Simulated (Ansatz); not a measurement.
Consider SiC₃₅ (cell with a defect).

```
CELL_PARAMETERS angstrom
7.41000 0.00000 0.00000
-3.70500 6.41725 0.00000
0.00000 0.00000 6.79000
ATOMIC_POSITIONS crystal
C 0.98852 0.97704 0.02245
C 0.98852 0.34481 0.02245
C 0.99962 0.66648 0.97238
C 0.33363 0.99970 0.99483
C 0.35629 0.34481 0.02245
C 0.33363 0.66727 0.99483
C 0.66607 0.99970 0.99483
C 0.66685 0.33371 0.97238
C 0.66685 0.66648 0.97238
C 0.99975 0.99949 0.50792
C 0.99975 0.33359 0.50792
C 0.99995 0.66664 0.50264
C 0.33357 0.99976 0.50292
C 0.33384 0.33359 0.50792
C 0.33357 0.66715 0.50292
C 0.66619 0.99976 0.50292
C 0.66669 0.33338 0.50264
C 0.66669 0.66664 0.50264
Si 0.11111 0.22222 0.12690
C 0.11004 0.55943 0.99237
C 0.11004 0.88394 0.99237
C 0.44939 0.22330 0.99237
C 0.44939 0.55943 0.99237
C 0.44444 0.88889 0.98994
C 0.77391 0.22330 0.99237
C 0.77778 0.55556 0.97092
C 0.77391 0.88394 0.99237
C 0.22240 0.11093 0.50706
C 0.22240 0.44481 0.50706
C 0.22231 0.77782 0.50228
C 0.55551 0.11103 0.50228
C 0.55588 0.44461 0.50351
C 0.55551 0.77782 0.50228
C 0.88852 0.11093 0.50706
C 0.88873 0.44461 0.50351
C 0.88873 0.77745 0.50351
```

Computed pressure about 7 GPa in this cell.

The calculation used DFT, PBE, plane-wave PAW, default files, scalar-relativistic (Ansatz 0.2.0).

### What will maps of the valence pseudo-density and electron localisation function show?

C–C (1.40 Å): the density is about 2.1 e/Å³ at the midpoint; the ELF peaks at about 0.95 between the atoms (a covalent bond).

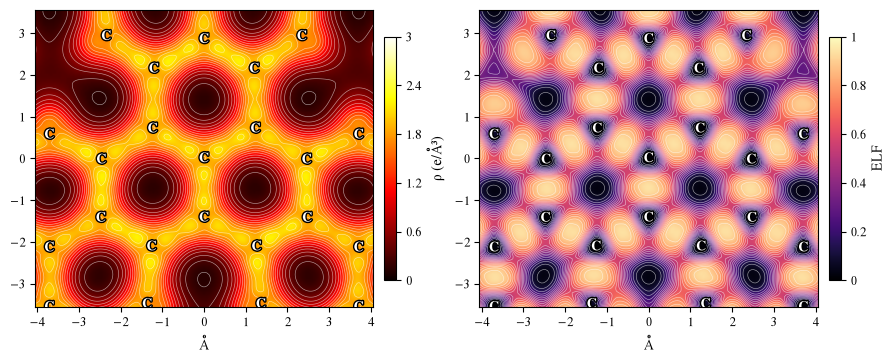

Computed valence pseudo-density and electron localisation function on the (001) plane of the calculation cell, in this order. Atoms just off the plane (Si, 0.9 Å away) can leave unmarked features too.

In a PAW calculation such maps are meaningful between the atoms, not at the nuclei.
